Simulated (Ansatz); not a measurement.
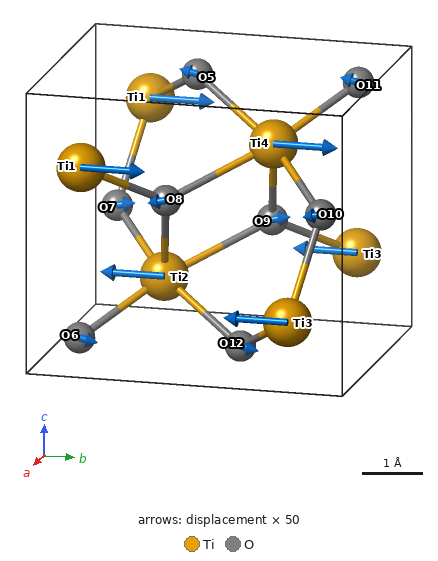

This is a relaxation of solid TiO$_{2}$ (set up in Pbcn). The starting structure is drawn; blue arrows show the displacements (the part carried along by the change of the cell is left out), magnified 50 times.

Style: ball-and-stick. Shown: the cell of the calculation, slightly off an axis.

The run lets cell and atoms move.

The calculation used Kohn-Sham DFT of a periodic cell, PBE, JTH PAW (Ansatz 0.2.0).

Input
```yaml
crystal:
  lattice:
    - [4.54534955, 0.0, 0.0]
    - [0.0, 5.51961944, 0.0]
    - [0.0, 0.0, 4.90919686]
  atoms:
    - { symbol: Ti, position: [0.0, 0.17299093, 0.75] }
    - { symbol: Ti, position: [0.5, 0.32700907, 0.25] }
    - { symbol: Ti, position: [0.0, 0.82700907, 0.25] }
    - { symbol: Ti, position: [0.5, 0.67299093, 0.75] }
    - { symbol: O, position: [0.27145062, 0.38172464, 0.91864908] }
    - { symbol: O, position: [0.77145062, 0.11827536, 0.08135092] }
    - { symbol: O, position: [0.22854938, 0.11827536, 0.41864908] }
    - { symbol: O, position: [0.72854938, 0.38172464, 0.58135092] }
    - { symbol: O, position: [0.27145062, 0.61827536, 0.41864908] }
    - { symbol: O, position: [0.77145062, 0.88172464, 0.58135092] }
    - { symbol: O, position: [0.22854938, 0.88172464, 0.91864908] }
    - { symbol: O, position: [0.72854938, 0.61827536, 0.08135092] }
hamiltonian:
  xc: pbe
  pseudopotentials: { kind: paw, source: jth }
kpoints:
  mp_grid: { grid: [6, 5, 6] }
scf:
  occupations: { method: fermi_dirac, width: 0.05 }
output:
  forces: true
  stress: true
  eigenvalues: true
relax:
  f_tol: 0.01
  max_steps: 40
  cell: { stress_tol: 0.05 }
```

Launched with:
```bash
ansatz run input.yaml --threads 4 --pin off --max-ram 11264MiB --backend cpu --events-out ev --progress --plain --runs-dir out
```

Which element moves most?

Titanium: up to 0.023 Å, against 0.007 Å for oxygen.

What did the optimiser do to the structure, and how much energy did it gain?

After 4 accepted moves (6 points after the start) the energy has fallen by 3.4 meV per atom. The largest force component goes from 0.1 to 0.0036 eV/Å. The pressure goes from 4.45 to 0.00 GPa. The line search rejected the trial step at point 3 of the run. At 1 point the geometry stayed and the basis and grid were re-selected for the new cell (energy shift of 0.1 meV per atom at most each time). The largest moves relative to the cell, 0.023 Å, are those of Ti1, Ti2, Ti3 and Ti4. Ti2 goes along −b. Largest moves by element: Ti 0.023 Å, O 0.007 Å. The drawn cell changes as follows: a 4.545 → 4.582 Å (+0.8 %), b 5.520 → 5.573 Å (+1.0 %), c 4.909 → 4.927 Å (+0.4 %); the volume changes by +2.1 %. Some distances before and after: Ti1–Ti3 3.110 → 3.156 Å, Ti1–O10 2.085 → 2.126 Å, Ti1–O6 1.954 → 1.965 Å. The space group stays Pbcn (No. 60).
